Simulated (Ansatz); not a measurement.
## SiC12: geometry relaxation (part 1 of 3)

System: SiC12 (slab, 13 atoms in the cell).
Method: DFT PBE, scalar-relativistic, plane waves, PAW, PAW set soft_1, no spin polarisation (Ansatz 0.2.0).

The structure derives from a Materials Project entry. The input holds or restrains some coordinates. Forces given for the steps count only the free coordinates.

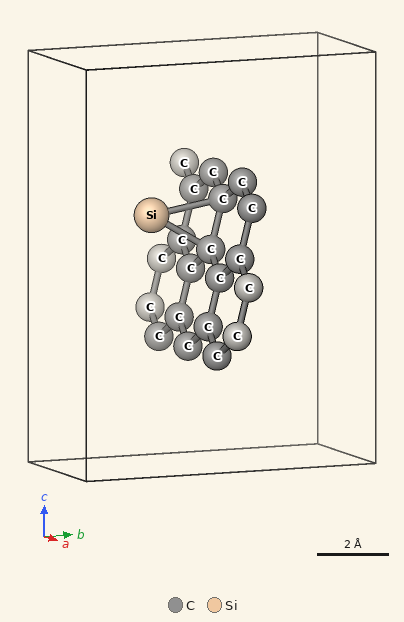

Fig. 1: The starting structure (ball-and-stick view of the cell of the calculation, with the vacuum cut short, seen slightly off an axis; neighbours outside the cell are drawn fainter). An atom can appear more than once, as a periodic image. Near neighbours in the periodic cell (some may lie outside the picture): C has 2 C at 1.38 to 1.42 Å; C has 3 C at 1.38 to 1.49 Å; C has 3 C at 1.38 to 1.49 Å and 1 Si at 1.98 to 2.11 Å; Si has 2 C at 1.98 to 2.11 Å.

Input:
```yaml
crystal:
  lattice:
    - [4.9326910638, 0.0, 0.0]
    - [-1.2331727659, 8.7858796652, 0.0]
    - [0.0, 0.0, 20.2907143276]
  atoms:
    - { symbol: C, position: [0.0197005045, 0.0788020181, 0.1971345087] }
    - { symbol: C, position: [0.5197005045, 0.0788020181, 0.1971345087] }
    - { symbol: C, position: [0.2746256306, 0.0985025226, 0.2311704171] }
    - { symbol: C, position: [0.7746256306, 0.0985025226, 0.2311704171] }
    - { symbol: C, position: [0.2844758829, 0.1379035317, 0.2992422339] }
    - { symbol: C, position: [0.7844758829, 0.1379035317, 0.2992422339] }
    - { symbol: C, position: [0.0392966974, 0.1571967136, 0.3324023517] }
    - { symbol: C, position: [0.5392966974, 0.1571967136, 0.3324023517] }
    - { symbol: C, position: [0.0496769426, 0.1987212268, 0.4035397394] }
    - { symbol: C, position: [0.5496769426, 0.1987212268, 0.4035397394] }
    - { symbol: C, position: [0.3040736089, 0.2163107297, 0.4332382875] }
    - { symbol: C, position: [0.8040736089, 0.2163107297, 0.4332382875] }
    - { symbol: Si, position: [0.4290736089, 0.9663107297, 0.3822920052] }
basis:
  ecutwfc: 420
kpoints:
  mp_grid: { grid: [6, 3, 1] }
hamiltonian:
  xc: pbe
  pseudopotentials: { kind: paw, azcp: { folder: soft_1 } }
scf:
  occupations: { method: gaussian, width: 0.1 }
output:
  forces: true
  eigenvalues: true
  write_density: true
  write_potential: true
  elf: true
  volumetric_format: npy
relax:
  adjacent_minimum: "off"
  f_tol: 0.025
  max_steps: 16
  constraints:
    - { sites: [0, 1, 2, 3, 4, 5, 6, 7, 8, 9, 10, 11] }
    - { sites: [12], fix: xy }
efield:
  axis: 3
  dipole_correction: true
  ramp_width: 0.04
```

Machine: 4 threads of Arm Neoverse V2, 24 GiB of memory available, shared host.

Run as:
```bash
ansatz run input.yaml --threads 4 --pin off --max-ram 12288MiB --backend cpu --events-out ev --progress --plain --runs-dir out
```

The program's output:
```
Engine: ansatz 0.2.0, aarch64-unknown-linux-gnu
Pseudopotentials: kind: paw
Pseudopotential: C, paw, valence charge 4, recommended cutoff 420 eV (normal), [file]
Pseudopotential: Si, paw, valence charge 4, recommended cutoff 420 eV (normal), [file]
Functional definition: PBE
  parameter kappa = 0.804
  parameter beta = 0.06672455060314922
  exchange = pbe_x(kappa = kappa, mu = beta*pi^2/3)
  correlation = pbe_c(beta = beta)
Crystal: 13 atoms, lattice volume = 879.360 Å³
Basis set: ecut = 420 eV, 17169 PW (Γ), exchange–correlation on 72×120×288 points (8 copies of the dense FFT grid, shifted against one another)
Bands: 39, of which v1, the nominal top of the filled ones, is band 26 counted from 1 (25 counted from 0)
Symmetry: 1 space group operations
Space group: P1 (ITA 1), of the structure as read, at distance tolerance 9.6e-5 Å
k-points: 10 of 18 (time reversal used)
Non-local potential: C, projectors of the file, l = 0: 2, l = 1: 2, l = 2: 1
Non-local potential: Si, projectors of the file, l = 0: 2, l = 1: 2, l = 2: 1
PAW form: soft (Blöchl's): semilocal exchange-correlation on the pseudo side does not see the compensation charge
PAW one-centre angular grid: C, 110 points (default); XC on 64 Gauss nodes
PAW one-centre angular grid: Si, 110 points (default); XC on 64 Gauss nodes
Initial density: superposition of atomic densities (neutral atoms: chi_scale 0, normalization atom)
Initial wavefunctions: pseudopotential atomic-orbital guess
Functional: x = pbe(κ = 0.804, μ = 0.2195149727645171), c = pbe(β = 0.06672455060314922)
SCF iter   1: F=—  HF=-3640.679421 eV  |F-HF|=—  |Δ(HF+E_count)|=         —  Δρ=4.79e-2  dr2=2.74e1  ethr=3.10e-3  p=0.000 e·Å  D=5.76e-8 V/Å  ΔV_dip=-0.00 eV  dr2_dipole=3.81e-1  V_vac-E_F(+/−)=8.53/8.53 eV  ⟨swp⟩=8.9  Hψ=2335  notcnv=0  defer=26
efield: sawtooth ramp at fractional position 0.7952 (placed from the atoms, in the widest stretch of the axis that holds none; the zero of the levels goes with the place), width 0.0400; the density the first Hamiltonian is built on has a dipole p = 0.000 e·Å; the dipole correction subtracts the counter field D = 5.76e-8 V/Å, which shifts the + side's vacuum level by -0.00 eV against the − side's; the planar-averaged density in the ramp window peaks in size at 2.5e-7 e/Å³
preconditioner: auto → LDOS  [metal: Δε(μ)=0.040 eV  Ē_g=12.437 eV  σ=0.100 eV  W_gap=0.22  n_scr=76 (ndim 8)  ℏωp=8.6 eV  f_vac=0.743  D(μ)=7.95/eV (n_scr^D=22)  β→1.0]
SCF iter   2: F=—  HF=-3631.267072 eV  |F-HF|=—  |Δ(HF+E_count)|=    9.41e0  Δρ=1.71e-2  dr2=6.56e0  ethr=3.10e-3  p=0.011 e·Å  D=2.25e-3 V/Å  ΔV_dip=-0.05 eV  dr2_dipole=1.44e0  V_vac-E_F(+/−)=6.58/6.62 eV  ⟨swp⟩=4.6  Hψ=1108  notcnv=0  defer=65
SCF iter   3: F=—  HF=-3631.367218 eV  |F-HF|=—  |Δ(HF+E_count)|=   1.00e-1  Δρ=9.89e-3  dr2=3.62e0  ethr=3.10e-3  p=0.223 e·Å  D=4.58e-2 V/Å  ΔV_dip=-0.93 eV  dr2_dipole=7.18e-1  V_vac-E_F(+/−)=5.65/6.58 eV  ⟨swp⟩=4.3  Hψ=828  notcnv=0  defer=62
SCF iter   4: F=—  HF=-3631.220275 eV  |F-HF|=—  |Δ(HF+E_count)|=   1.47e-1  Δρ=3.63e-3  dr2=1.95e-1  ethr=3.10e-3  p=0.152 e·Å  D=3.12e-2 V/Å  ΔV_dip=-0.63 eV  dr2_dipole=1.05e-4  V_vac-E_F(+/−)=5.82/6.45 eV  ⟨swp⟩=3.1  Hψ=540  notcnv=0  defer=59
SCF iter   5: F=—  HF=-3631.204993 eV  |F-HF|=—  |Δ(HF+E_count)|=   1.53e-2  Δρ=1.45e-3  dr2=4.46e-2  ethr=3.76e-4  p=0.169 e·Å  D=3.47e-2 V/Å  ΔV_dip=-0.70 eV  dr2_dipole=1.33e-3  V_vac-E_F(+/−)=5.58/6.28 eV  ⟨swp⟩=3.3  Hψ=611  notcnv=0  defer=57
SCF iter   6: F=—  HF=-3631.200651 eV  |F-HF|=—  |Δ(HF+E_count)|=   4.34e-3  Δρ=9.20e-4  dr2=3.48e-2  ethr=8.58e-5  p=0.173 e·Å  D=3.55e-2 V/Å  ΔV_dip=-0.72 eV  dr2_dipole=6.99e-3  V_vac-E_F(+/−)=5.47/6.19 eV  ⟨swp⟩=2.4  Hψ=575  notcnv=0  defer=57
SCF iter   7: F=—  HF=-3631.199658 eV  |F-HF|=—  |Δ(HF+E_count)|=   9.93e-4  Δρ=4.50e-4  dr2=7.29e-3  ethr=6.68e-5  p=0.169 e·Å  D=3.48e-2 V/Å  ΔV_dip=-0.71 eV  dr2_dipole=6.60e-4  V_vac-E_F(+/−)=5.44/6.15 eV  ⟨swp⟩=1.0  Hψ=333  notcnv=0  defer=57
SCF iter   8: F=—  HF=-3631.199248 eV  |F-HF|=—  |Δ(HF+E_count)|=   4.10e-4  Δρ=1.61e-4  dr2=8.22e-4  ethr=1.40e-5  p=0.166 e·Å  D=3.42e-2 V/Å  ΔV_dip=-0.69 eV  dr2_dipole=1.64e-4  V_vac-E_F(+/−)=5.43/6.12 eV  ⟨swp⟩=1.0  Hψ=372  notcnv=0  defer=57
SCF iter   9: F=—  HF=-3631.199247 eV  |F-HF|=—  |Δ(HF+E_count)|=   7.96e-7  Δρ=4.82e-5  dr2=3.54e-5  ethr=1.58e-6  p=0.165 e·Å  D=3.39e-2 V/Å  ΔV_dip=-0.69 eV  dr2_dipole=3.02e-6  V_vac-E_F(+/−)=5.43/6.11 eV  ⟨swp⟩=1.0  Hψ=333  notcnv=0  defer=57
SCF iter  10: F=-3631.199257 eV  HF=-3631.199260 eV  |F-HF|=2.85e-6  |Δ(HF+E_count)|=   1.25e-5  Δρ=2.50e-5  dr2=8.50e-6  ethr=3.00e-8  p=0.164 e·Å  D=3.38e-2 V/Å  ΔV_dip=-0.69 eV  dr2_dipole=5.49e-7  V_vac-E_F(+/−)=5.43/6.11 eV  ⟨swp⟩=35.6  Hψ=5758  notcnv=0
SCF 1 converged in 10 iterations: F = -3631.199257 eV  dr2 = 8.50e-6
  Residual-converged pass: ⟨swp⟩=1.0  Hψ=430  notcnv=0  max |occ|·‖R‖ = 7.0e-9 eV (tolerance 1.0e-8 eV)  dr2=8.50e-6  dr2_onsite=9.78e-8  max |Δocc| = 1.6e-10
  greatest PAW one-centre occupation: 0.751 electrons in one spin orbital (limit 2), on the Si atom at site 12 (counted from 0), in its partial waves of l = 0
relax step   1: F+E_penalty+E_count = -3631.19925713 eV  Δ(F+E_penalty+E_count) = +0.000e0 eV  max|allowed force component| = 7.799e-1 eV/Å  Δτ_max = 0.0000 Å  (10 SCF iters, dr2 threshold 1.56e-5 eV, accepted)
Initial density: handed on by an earlier stage of this run
Initial wavefunctions: those handed on with the density
iter 1 solved again at ethr=1.73e-5 eV; its pass at ethr=3.10e-3 eV (dr2=8.97e-3 eV) is discarded
SCF iter   1: F=—  HF=-3631.247922 eV  |F-HF|=—  |Δ(HF+E_count)|=         —  Δρ=8.19e-4  dr2=8.81e-3  ethr=1.73e-5  p=0.164 e·Å  D=3.38e-2 V/Å  ΔV_dip=-0.69 eV  dr2_dipole=2.88e-5  V_vac-E_F(+/−)=5.42/6.11 eV  ⟨swp⟩=2.3  Hψ=1351  notcnv=0  defer=57
efield: sawtooth ramp at fractional position 0.7952 (handed on by an earlier solve), width 0.0400; the density the first Hamiltonian is built on has a dipole p = 0.164 e·Å; the dipole correction subtracts the counter field D = 3.38e-2 V/Å, which shifts the + side's vacuum level by -0.69 eV against the − side's; the planar-averaged density in the ramp window peaks in size at 3.8e-7 e/Å³
preconditioner: auto → LDOS  [metal: Δε(μ)=0.010 eV  Ē_g=11.219 eV  σ=0.100 eV  W_gap=0.06  n_scr=76 (ndim 8)  ℏωp=8.9 eV  f_vac=0.767  D(μ)=13.00/eV (n_scr^D=68)  β→1.0]
SCF iter   2: F=—  HF=-3631.247001 eV  |F-HF|=—  |Δ(HF+E_count)|=   9.21e-4  Δρ=3.06e-4  dr2=1.01e-3  ethr=1.69e-5  p=0.168 e·Å  D=3.46e-2 V/Å  ΔV_dip=-0.70 eV  dr2_dipole=5.42e-5  V_vac-E_F(+/−)=5.41/6.11 eV  ⟨swp⟩=2.2  Hψ=549  notcnv=0  defer=57
SCF iter   3: F=—  HF=-3631.247091 eV  |F-HF|=—  |Δ(HF+E_count)|=   9.02e-5  Δρ=1.62e-4  dr2=5.88e-4  ethr=1.94e-6  p=0.170 e·Å  D=3.49e-2 V/Å  ΔV_dip=-0.71 eV  dr2_dipole=6.33e-5  V_vac-E_F(+/−)=5.40/6.11 eV  ⟨swp⟩=2.6  Hψ=585  notcnv=0  defer=57
SCF iter   4: F=—  HF=-3631.247102 eV  |F-HF|=—  |Δ(HF+E_count)|=   1.12e-5  Δρ=9.20e-5  dr2=1.43e-4  ethr=1.13e-6  p=0.170 e·Å  D=3.51e-2 V/Å  ΔV_dip=-0.71 eV  dr2_dipole=5.18e-6  V_vac-E_F(+/−)=5.40/6.11 eV  ⟨swp⟩=1.0  Hψ=333  notcnv=0  defer=57
SCF iter   5: F=-3631.247085 eV  HF=-3631.247101 eV  |F-HF|=1.54e-5  |Δ(HF+E_count)|=   1.58e-6  Δρ=3.19e-5  dr2=2.06e-5  ethr=7.31e-8  p=0.171 e·Å  D=3.52e-2 V/Å  ΔV_dip=-0.71 eV  dr2_dipole=1.89e-6  V_vac-E_F(+/−)=5.40/6.11 eV  ⟨swp⟩=22.6  Hψ=4340  notcnv=0
SCF 2 converged in 5 iterations: F = -3631.247085 eV  dr2 = 2.06e-5
[... from here on the iterations of each SCF are left out, up to the last one ...]
relax step   2: F+E_penalty+E_count = -3631.24708510 eV  Δ(F+E_penalty+E_count) = -4.783e-2 eV  max|allowed force component| = 6.380e-1 eV/Å  Δτ_max = 0.0676 Å  (5 SCF iters, dr2 threshold 3.80e-5 eV, accepted)
efield: sawtooth ramp at fractional position 0.7952 (handed on by an earlier solve), width 0.0400; the density the first Hamiltonian is built on has a dipole p = 0.171 e·Å; the dipole correction subtracts the counter field D = 3.52e-2 V/Å, which shifts the + side's vacuum level by -0.71 eV against the − side's; the planar-averaged density in the ramp window peaks in size at 4.3e-7 e/Å³
preconditioner: auto → LDOS  [metal: Δε(μ)=0.039 eV  Ē_g=11.168 eV  σ=0.100 eV  W_gap=0.21  n_scr=76 (ndim 8)  ℏωp=8.9 eV  f_vac=0.765  D(μ)=12.55/eV (n_scr^D=68)  β→1.0]
SCF 3 converged in 6 iterations: F = -3631.338773 eV  dr2 = 8.61e-6
  Residual-converged pass: ⟨swp⟩=1.3  Hψ=433  notcnv=0  max |occ|·‖R‖ = 7.0e-9 eV (tolerance 1.0e-8 eV)  dr2=8.61e-6  dr2_onsite=8.90e-8  max |Δocc| = 5.8e-11
relax step   3: F+E_penalty+E_count = -3631.33877332 eV  Δ(F+E_penalty+E_count) = -9.169e-2 eV  max|allowed force component| = 3.378e-1 eV/Å  Δτ_max = 0.1950 Å  (6 SCF iters, dr2 threshold 2.54e-5 eV, accepted)
efield: sawtooth ramp at fractional position 0.7952 (handed on by an earlier solve), width 0.0400; the density the first Hamiltonian is built on has a dipole p = 0.192 e·Å; the dipole correction subtracts the counter field D = 3.94e-2 V/Å, which shifts the + side's vacuum level by -0.80 eV against the − side's; the planar-averaged density in the ramp window peaks in size at 3.7e-7 e/Å³
preconditioner: auto → LDOS  [metal: Δε(μ)=0.080 eV  Ē_g=11.112 eV  σ=0.100 eV  W_gap=0.40  n_scr=76 (ndim 8)  ℏωp=8.9 eV  f_vac=0.764  D(μ)=11.80/eV (n_scr^D=56)  β→1.0]
SCF 4 converged in 6 iterations: F = -3631.397163 eV  dr2 = 4.73e-6
relax step   4: F+E_penalty+E_count = -3631.39716349 eV  Δ(F+E_penalty+E_count) = -5.839e-2 eV  max|allowed force component| = 2.982e-1 eV/Å  Δτ_max = 0.2000 Å  (6 SCF iters, dr2 threshold 3.20e-5 eV, accepted)
efield: sawtooth ramp at fractional position 0.7952 (handed on by an earlier solve), width 0.0400; the density the first Hamiltonian is built on has a dipole p = 0.209 e·Å; the dipole correction subtracts the counter field D = 4.31e-2 V/Å, which shifts the + side's vacuum level by -0.87 eV against the − side's; the planar-averaged density in the ramp window peaks in size at 4.1e-7 e/Å³
preconditioner: auto → LDOS  [insulator: Δε(μ)=0.127 eV  Ē_g=11.062 eV  σ=0.100 eV  W_gap=0.56  n_scr=76 (ndim 8)  ℏωp=8.9 eV  f_vac=0.762  D(μ)=10.10/eV (n_scr^D=44)  ε∞_Penn≈1.6  β→1.0]
SCF 5 converged in 6 iterations: F = -3631.474819 eV  dr2 = 8.38e-6
relax step   5: F+E_penalty+E_count = -3631.47481896 eV  Δ(F+E_penalty+E_count) = -7.766e-2 eV  max|allowed force component| = 5.312e-1 eV/Å  Δτ_max = 0.1950 Å  (6 SCF iters, dr2 threshold 2.49e-5 eV, accepted)
efield: sawtooth ramp at fractional position 0.7952 (handed on by an earlier solve), width 0.0400; the density the first Hamiltonian is built on has a dipole p = 0.220 e·Å; the dipole correction subtracts the counter field D = 4.53e-2 V/Å, which shifts the + side's vacuum level by -0.92 eV against the − side's; the planar-averaged density in the ramp window peaks in size at 4.2e-7 e/Å³
preconditioner: auto → LDOS  [insulator: Δε(μ)=0.139 eV  Ē_g=11.018 eV  σ=0.100 eV  W_gap=0.62  n_scr=76 (ndim 8)  ℏωp=8.9 eV  f_vac=0.759  D(μ)=8.71/eV (n_scr^D=28)  ε∞_Penn≈1.6  β→1.0]
SCF 6 converged in 5 iterations: F = -3631.605578 eV  dr2 = 9.58e-5
relax step   6: F+E_penalty+E_count = -3631.60557801 eV  Δ(F+E_penalty+E_count) = -1.308e-1 eV  max|allowed force component| = 7.831e-1 eV/Å  Δτ_max = 0.1950 Å  (5 SCF iters, dr2 threshold 1.00e-4 eV, accepted)
efield: sawtooth ramp at fractional position 0.7952 (handed on by an earlier solve), width 0.0400; the density the first Hamiltonian is built on has a dipole p = 0.226 e·Å; the dipole correction subtracts the counter field D = 4.66e-2 V/Å, which shifts the + side's vacuum level by -0.95 eV against the − side's; the planar-averaged density in the ramp window peaks in size at 5.7e-7 e/Å³
preconditioner: auto → LDOS  [insulator: Δε(μ)=0.156 eV  Ē_g=10.977 eV  σ=0.100 eV  W_gap=0.64  n_scr=76 (ndim 8)  ℏωp=8.9 eV  f_vac=0.757  D(μ)=8.36/eV (n_scr^D=24)  ε∞_Penn≈1.7  β→1.0]
SCF 7 converged in 7 iterations: F = -3631.762093 eV  dr2 = 1.09e-5
```
